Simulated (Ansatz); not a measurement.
## Geometry relaxation of Ni (part 3 of 3)

Continued. System: Ni (slab, 10 atoms in the cell). Method: DFT PBE, scalar-relativistic, plane waves, PAW, spin-polarised (Ansatz 0.2.0); cutoff 420 eV, 8×8×1 k-mesh, Gaussian smearing of 0.1 eV, collinear spins. The structure derives from an entry of the Crystallography Open Database. The input holds or restrains some coordinates. Forces given for the steps count only the free coordinates.

Geometry of the input (Å; fractional positions):
```
3.5185  0.0000  0.0000
0.0000  3.5185  0.0000
0.0000  0.0000  24.0370
Ni 0.0000  0.5000  0.3536
Ni 0.5000  0.0000  0.3536
Ni 0.5000  0.5000  0.4268
Ni 0.0000  0.0000  0.4268
Ni 0.0000  0.5000  0.5000
Ni 0.5000  0.0000  0.5000
Ni 0.5000  0.5000  0.5732
Ni 0.0000  0.0000  0.5732
Ni 0.0000  0.5000  0.6464
Ni 0.5000  0.0000  0.6464
```

### Output, continued
```
  k-point 0 ↑: bands = ["-100.1107", "-100.0860", "-100.0718", "-100.0446", "-100.0433", "-100.0276", "-99.7542", "-99.7325", "-99.7236", "-99.7017", "-60.5460", "-60.5460", "-60.5452", "-60.5024", "-60.5024", "-60.4852", "-60.4797", "-60.4393", "-60.4393", "-60.4392", "-60.4326", "-60.4326", "-60.4266", "-60.3931", "-60.3930", "-60.3930", "-60.3479", "-60.3479", "-60.2469", "-60.2469", "-60.2143", "-60.2143", "-60.1471", "-60.1471", "-60.1136", "-60.1136", "-60.0121", "-59.9985", "-59.9885", "-59.9730", "-5.0925", "-3.9002", "-2.2105", "-1.0307", "-0.9550", "-0.9406", "-0.8242", "-0.5070", "-0.5019", "-0.4877", "-0.4877", "-0.1780", "-0.1393", "-0.0062", "-0.0062", "0.0745", "0.3835", "0.8473", "0.8473", "0.8726", "1.0914", "1.2574", "1.2574", "1.6298", "1.6298", "1.8035", "1.8757", "1.8757", "2.0939", "2.2376", "2.2376", "2.2804", "2.3683", "2.3703", "2.4250", "2.5186", "2.5637", "2.7716", "2.7716", "2.7730", "2.7730", "2.7930", "2.8306", "2.9267", "2.9695", "3.0097", "3.0382", "3.0425", "3.0425", "3.0985", "3.1062", "3.1396", "3.3595", "3.3944", "4.1220", "5.4280", "6.7564", "6.7564", "8.2896", "8.5816", "8.5816", "8.5868", "9.3083", "10.5388", "10.9680", "10.9680", "11.6440", "12.8644", "12.8839", "13.2425", "13.5038", "13.5582", "13.6145"]
  k-point 1 ↑: bands = ["-100.1097", "-100.0869", "-100.0706", "-100.0454", "-100.0429", "-100.0285", "-99.7534", "-99.7333", "-99.7228", "-99.7025", "-60.5428", "-60.5416", "-60.5414", "-60.5019", "-60.4983", "-60.4867", "-60.4825", "-60.4482", "-60.4369", "-60.4359", "-60.4359", "-60.4291", "-60.4226", "-60.4056", "-60.3971", "-60.3834", "-60.3528", "-60.3514", "-60.2431", "-60.2430", "-60.2105", "-60.2104", "-60.1510", "-60.1509", "-60.1175", "-60.1174", "-60.0114", "-59.9989", "-59.9877", "-59.9735", "-4.8925", "-3.7118", "-2.0445", "-0.8961", "-0.8918", "-0.8334", "-0.7544", "-0.4597", "-0.4427", "-0.4306", "-0.4071", "-0.1181", "-0.0882", "-0.0070", "0.0329", "0.1613", "0.4126", "0.8031", "0.8488", "0.8777", "1.1426", "1.2393", "1.2879", "1.4591", "1.6151", "1.7613", "1.7644", "1.8100", "1.9772", "2.1345", "2.2242", "2.2735", "2.3339", "2.4221", "2.4380", "2.4631", "2.5256", "2.6552", "2.6911", "2.7113", "2.7615", "2.8151", "2.8331", "2.8333", "2.8725", "2.8894", "2.9695", "2.9699", "2.9957", "3.0231", "3.0387", "3.0871", "3.2140", "3.2575", "4.5504", "5.7390", "5.9065", "7.2570", "7.3562", "8.4791", "8.7925", "8.9629", "9.3690", "9.4940", "10.7365", "11.2723", "11.5391", "11.8116", "12.8971", "13.5340", "13.6896", "13.7270", "13.8771"]
  k-point 2 ↑: bands = ["-100.1068", "-100.0893", "-100.0674", "-100.0479", "-100.0415", "-100.0307", "-99.7511", "-99.7357", "-99.7204", "-99.7049", "-60.5360", "-60.5292", "-60.5292", "-60.5010", "-60.4903", "-60.4868", "-60.4865", "-60.4550", "-60.4490", "-60.4466", "-60.4260", "-60.4207", "-60.4177", "-60.4104", "-60.4091", "-60.3793", "-60.3655", "-60.3613", "-60.2324", "-60.2322", "-60.1996", "-60.1996", "-60.1622", "-60.1618", "-60.1288", "-60.1284", "-60.0093", "-59.9999", "-59.9857", "-59.9750", "-4.3068", "-3.1652", "-1.5788", "-0.9054", "-0.5560", "-0.5091", "-0.4755", "-0.3313", "-0.2787", "-0.2668", "-0.2494", "-0.0201", "0.0467", "0.0605", "0.1415", "0.3958", "0.4790", "0.7425", "0.8043", "0.8346", "1.2572", "1.2800", "1.2864", "1.3135", "1.3806", "1.4989", "1.5435", "1.6048", "1.8277", "2.0193", "2.1234", "2.1489", "2.1945", "2.2621", "2.3458", "2.3577", "2.4241", "2.4453", "2.4534", "2.4572", "2.5513", "2.6803", "2.7009", "2.7237", "2.7357", "2.7505", "2.7539", "2.7947", "2.8885", "2.9396", "2.9530", "3.0286", "3.0715", "3.7505", "4.0373", "5.4332", "5.4405", "6.9518", "7.1777", "8.4441", "9.0451", "9.2440", "9.4086", "9.9669", "10.0481", "11.3297", "11.4650", "12.1209", "12.3098", "13.2076", "13.3428", "14.0418", "14.2465"]
  k-point 14 ↓: bands = ["-99.2334", "-99.2334", "-99.1943", "-99.1943", "-99.1840", "-99.1840", "-98.8070", "-98.8070", "-98.7718", "-98.7718", "-59.7257", "-59.7257", "-59.7107", "-59.7107", "-59.6780", "-59.6780", "-59.6409", "-59.6409", "-59.5803", "-59.5803", "-59.5719", "-59.5719", "-59.5637", "-59.5637", "-59.5319", "-59.5319", "-59.5248", "-59.5248", "-59.3225", "-59.3225", "-59.2869", "-59.2869", "-59.2029", "-59.2029", "-59.1644", "-59.1644", "-59.1357", "-59.1357", "-59.1066", "-59.1066", "-0.7829", "-0.7829", "-0.7231", "-0.7231", "-0.5758", "-0.5758", "-0.0291", "-0.0291", "0.1409", "0.1409", "1.3563", "1.3563", "1.4188", "1.4188", "1.5097", "1.5097", "1.6555", "1.6555", "1.8160", "1.8160", "1.9282", "1.9282", "1.9490", "1.9490", "1.9981", "1.9981", "2.0146", "2.0146", "2.0193", "2.0193", "2.2553", "2.2553", "2.4211", "2.4211", "2.7307", "2.7307", "2.8905", "2.8905", "3.2438", "3.2438", "3.4773", "3.4773", "3.6699", "3.6699", "3.6967", "3.6967", "3.7170", "3.7170", "3.7603", "3.7603", "3.8271", "3.8271", "4.6052", "4.6052", "4.8128", "4.8128", "5.0658", "5.0658", "5.0843", "5.0843", "8.3163", "8.3163", "8.4384", "8.4384", "10.5001", "10.5001", "11.0703", "11.0703", "12.1565", "12.1565", "13.1691", "13.1691", "13.3344"]
--- Relaxed structure (4 steps of the walk, 4 accepted, 0 SCFs on fresh bases) ---
  F+E_penalty+E_count = -58393.76603527 eV   max|allowed force component| = 1.709e-2 eV/Å
  atoms:
    - { symbol: Ni, position: [0.0, 0.4999999999999999, 0.3536222178999999] }
    - { symbol: Ni, position: [0.4999999999999999, 0.0, 0.3536222178999999] }
    - { symbol: Ni, position: [0.4999999999999999, 0.4999999999999999, 0.4268111089999999] }
    - { symbol: Ni, position: [0.0, 0.0, 0.4268111089999999] }
    - { symbol: Ni, position: [1.3256768286756916e-35, 0.4999999999999999, 0.5003510240403222] }
    - { symbol: Ni, position: [0.4999999999999999, -2.9934638066870456e-36, 0.5003510240403222] }
    - { symbol: Ni, position: [0.4999999999999999, 0.4999999999999999, 0.5742246197297052] }
    - { symbol: Ni, position: [1.009224940540204e-34, -2.736881194685299e-35, 0.5742246197297052] }
    - { symbol: Ni, position: [-6.842202986713247e-36, 0.4999999999999999, 0.6445716647276901] }
    - { symbol: Ni, position: [0.4999999999999999, -1.026330448006987e-35, 0.6445716647276901] }
--- Löwdin populations: 10 sites ---
  site symbol       q [e]    m [muB]
     0     Ni     17.8100     0.7606
     1     Ni     17.8100     0.7606
     2     Ni     17.7714     0.6702
     3     Ni     17.7714     0.6702
     4     Ni     17.7848     0.6662
     5     Ni     17.7848     0.6662
     6     Ni     17.7713     0.6712
     7     Ni     17.7713     0.6712
     8     Ni     17.8083     0.7552
     9     Ni     17.8083     0.7552
  spilling = 0.011714 (of n_electrons = 180.000000)
```

### Trajectory as extended XYZ (Å, eV, eV/Å), 4 frames, from step=1 to step=4
```
10
Lattice="3.5185 0.0000 0.0000 0.0000 3.5185 0.0000 0.0000 0.0000 24.0370" Properties=species:S:1:pos:R:3:forces:R:3 step=1 energy=-58393.74203
Ni    0.0000    1.7592    8.5000    0.0000   0.0000   0.3365
Ni    1.7592    0.0000    8.5000    0.0000   0.0000   0.3365
Ni    1.7592    1.7592   10.2592    0.0000   0.0000  -0.3864
Ni    0.0000    0.0000   10.2592    0.0000   0.0000  -0.3864
Ni    0.0000    1.7592   12.0185    0.0000   0.0000   0.0000
Ni    1.7592    0.0000   12.0185    0.0000   0.0000   0.0000
Ni    1.7592    1.7592   13.7777    0.0000   0.0000   0.3865
Ni    0.0000    0.0000   13.7777    0.0000   0.0000   0.3865
Ni    0.0000    1.7592   15.5370    0.0000   0.0000  -0.3366
Ni    1.7592    0.0000   15.5370    0.0000   0.0000  -0.3366
10
Lattice="3.5185 0.0000 0.0000 0.0000 3.5185 0.0000 0.0000 0.0000 24.0370" Properties=species:S:1:pos:R:3:forces:R:3 step=2 energy=-58393.75626
Ni    0.0000    1.7592    8.5000    0.0000   0.0000   0.3388
Ni    1.7592    0.0000    8.5000    0.0000   0.0000   0.3388
Ni    1.7592    1.7592   10.2592    0.0000   0.0000  -0.3674
Ni    0.0000    0.0000   10.2592    0.0000   0.0000  -0.3674
Ni    0.0000    1.7592   12.0222    0.0000   0.0000  -0.0131
Ni    1.7592    0.0000   12.0222    0.0000   0.0000  -0.0131
Ni    1.7592    1.7592   13.7851    0.0000   0.0000   0.2600
Ni    0.0000    0.0000   13.7851    0.0000   0.0000   0.2600
Ni    0.0000    1.7592   15.5199    0.0000   0.0000  -0.2179
Ni    1.7592    0.0000   15.5199    0.0000   0.0000  -0.2179
10
Lattice="3.5185 0.0000 0.0000 0.0000 3.5185 0.0000 0.0000 0.0000 24.0370" Properties=species:S:1:pos:R:3:forces:R:3 step=3 energy=-58393.76604
Ni    0.0000    1.7592    8.5000    0.0000   0.0000   0.3419
Ni    1.7592    0.0000    8.5000    0.0000   0.0000   0.3419
Ni    1.7592    1.7592   10.2592    0.0000   0.0000  -0.3392
Ni    0.0000    0.0000   10.2592    0.0000   0.0000  -0.3392
Ni    0.0000    1.7592   12.0269    0.0000   0.0000   0.0001
Ni    1.7592    0.0000   12.0269    0.0000   0.0000   0.0001
Ni    1.7592    1.7592   13.8026    0.0000   0.0000  -0.0171
Ni    0.0000    0.0000   13.8026    0.0000   0.0000  -0.0171
Ni    0.0000    1.7592   15.4935    0.0000   0.0000   0.0143
Ni    1.7592    0.0000   15.4935    0.0000   0.0000   0.0143
10
Lattice="3.5185 0.0000 0.0000 0.0000 3.5185 0.0000 0.0000 0.0000 24.0370" Properties=species:S:1:pos:R:3:forces:R:3 step=4 energy=-58393.76604
Ni    0.0000    1.7592    8.5000    0.0000   0.0000   0.3419
Ni    1.7592    0.0000    8.5000    0.0000   0.0000   0.3419
Ni    1.7592    1.7592   10.2592    0.0000   0.0000  -0.3392
Ni    0.0000    0.0000   10.2592    0.0000   0.0000  -0.3392
Ni    0.0000    1.7592   12.0269    0.0000   0.0000   0.0001
Ni    1.7592    0.0000   12.0269    0.0000   0.0000   0.0001
Ni    1.7592    1.7592   13.8026    0.0000   0.0000  -0.0171
Ni    0.0000    0.0000   13.8026    0.0000   0.0000  -0.0171
Ni    0.0000    1.7592   15.4935    0.0000   0.0000   0.0143
Ni    1.7592    0.0000   15.4935    0.0000   0.0000   0.0143
```

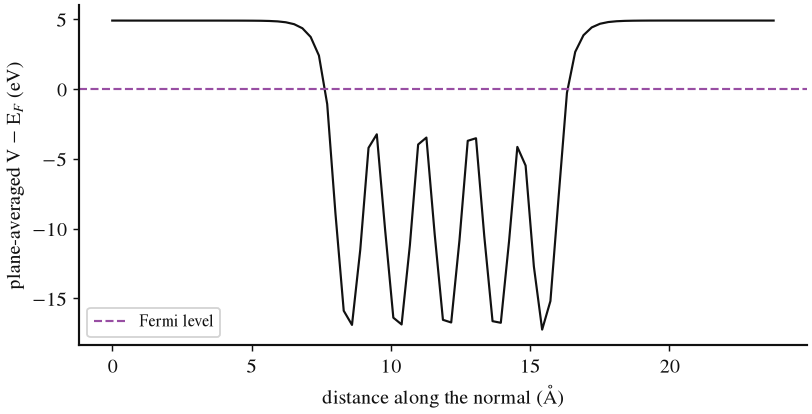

*Plane average of the electrostatic potential energy of an electron across the cell, from the Fermi level.*

The vacuum level lies 4.90 eV above the Fermi level.

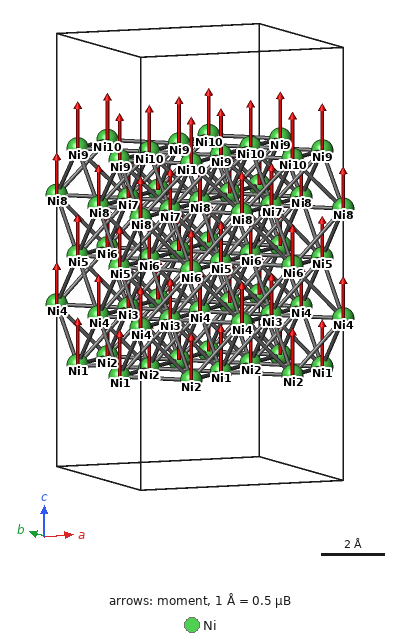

*Magnetic moments of the sites as red arrows (ball-and-stick view of the 2 × 2 repeat of the cell, with the vacuum cut short, seen slightly off an axis; atoms are numbered from 1 in the order of the input); small moments hardly show. The run is collinear, so the axis drawn is arbitrary.*

Site moments: Ni1, Ni2 (0.77 μB); Ni9, Ni10 (0.76 μB); Ni7, Ni8 (0.69 μB); Ni3, Ni4, Ni5, Ni6 (0.68 μB). They are counted near the atoms and needn't add up to the moment of the cell.

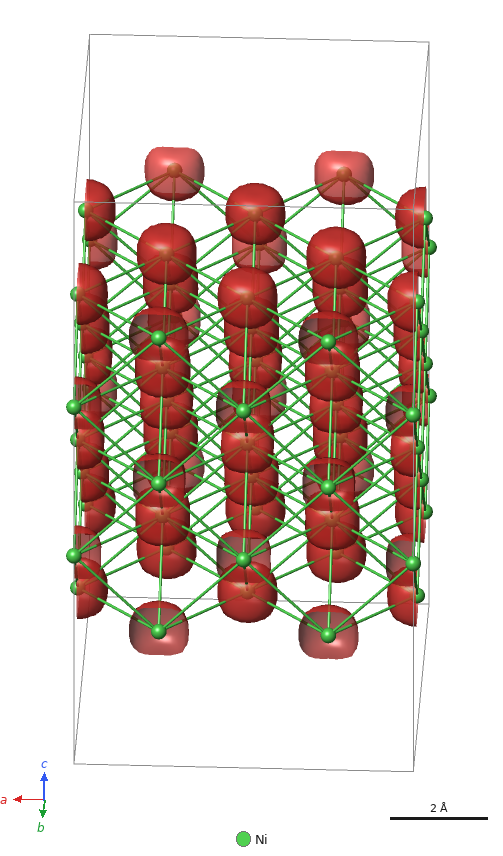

*Isosurfaces of the magnetisation density (up minus down) at +0.15 (red) and −0.15 e/Å³ (blue), seen at an oblique angle. Sticks mark near contacts.*

The cell of the calculation (10 atoms) carries 6.7 μB net. Only one sign reaches the isovalue. The fields are those of the smooth PAW valence density.

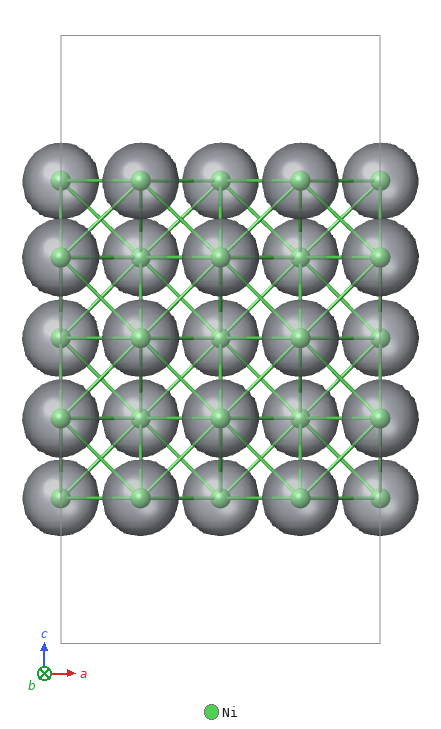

*Isosurface of the valence charge density (pseudo) at 0.8 e/Å³ (grey), seen along the b axis. Sticks mark near contacts.*

At this value the density breaks into separate islands; it holds about 85 % of the electrons treated as valence (semicore included). It is pinched off along the Ni–Ni (2.44 Å) and Ni–Ni (2.49 Å) contacts. On the grid the lowest density along these lines, outside the cores, is 0.35 e/Å³ (Ni–Ni, 2.44 Å) and 0.31 e/Å³ (Ni–Ni, 2.49 Å).

### Results in brief

```json
{"quantity": "outcome", "value": "converged under the restraints of the input"}
{"quantity": "electrons treated", "value": "180"}
{"quantity": "free energy", "value": "−58393.7660 eV"}
{"quantity": "work function, top face", "value": "4.90 eV"}
{"quantity": "work function, bottom face", "value": "4.90 eV"}
{"quantity": "Fermi energy", "value": "3.609 eV"}
{"quantity": "gap on the k-point mesh", "value": "none (metallic)"}
{"quantity": "net moment of the cell", "value": "6.72 μB"}
{"quantity": "integrated absolute moment", "value": "7.72 μB"}
{"quantity": "final volume", "value": "297.57 Å³"}
{"quantity": "work function (upper face)", "value": "4.90 eV"}
{"quantity": "largest force (length of the vector) at the end, held atoms and coordinates included", "value": "0.342 eV/Å"}
{"quantity": "wall time", "value": "2 min (CPU time 7.7 min)"}
{"quantity": "peak memory", "value": "1.4 GiB"}
```

### Remarks

Warnings of the run: the exchange-correlation potential is rough where the density is thin.
